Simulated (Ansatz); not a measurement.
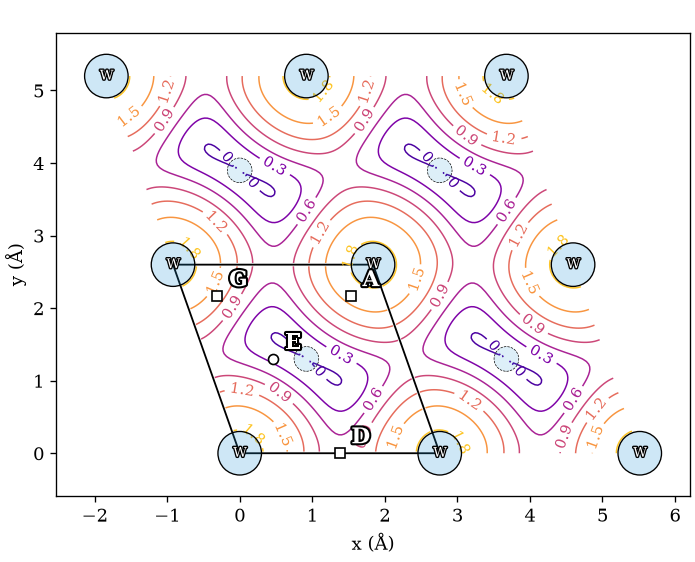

S on a W(110) slab cut from the Im-3m phase, its upper half relaxed before the scan (12 atoms of substrate and one adsorbate in a 2 × 2 cell). S is moved over the surface cell; relaxed at each place: the height of the adsorbate's atoms; substrate rigid; the origin of the map has the adsorbate above W9. Places are given modulo a cell vector. The map is drawn in real space over the plane of the surface. The scan uses a 6 × 6 grid; 13 points were computed and 23 follow by symmetry. Places are given in fractions of the 1 × 1 surface cell. Energies are in eV, from the lowest grid point. Computed with DFT PBE, scalar-relativistic, plane waves, PAW in Ansatz 0.2.0. Settings: cutoff 420 eV, k-mesh 5×5×1, gaussian smearing 0.1 eV, no spin polarisation.

The picture shows contour lines labelled in eV, labelled circles for the atoms of the top layer and small ones for the second layer, the outline of one cell of the 2 × 2 shown, lettered points. Between grid points the surface is interpolated.

Rank the lettered points by energy, lowest first.

Answer. E (0.21 eV), D (0.69 eV), G (1.34 eV), A (1.62 eV).

What kind of point is each of A, D, G: minimum, saddle, maximum or slope?

Answer. A: on a slope; D: saddle point; G: on a slope. (In these two coordinates alone; a stationary point may lie a little off the grid point.)

PAW datasets: the set soft_1.
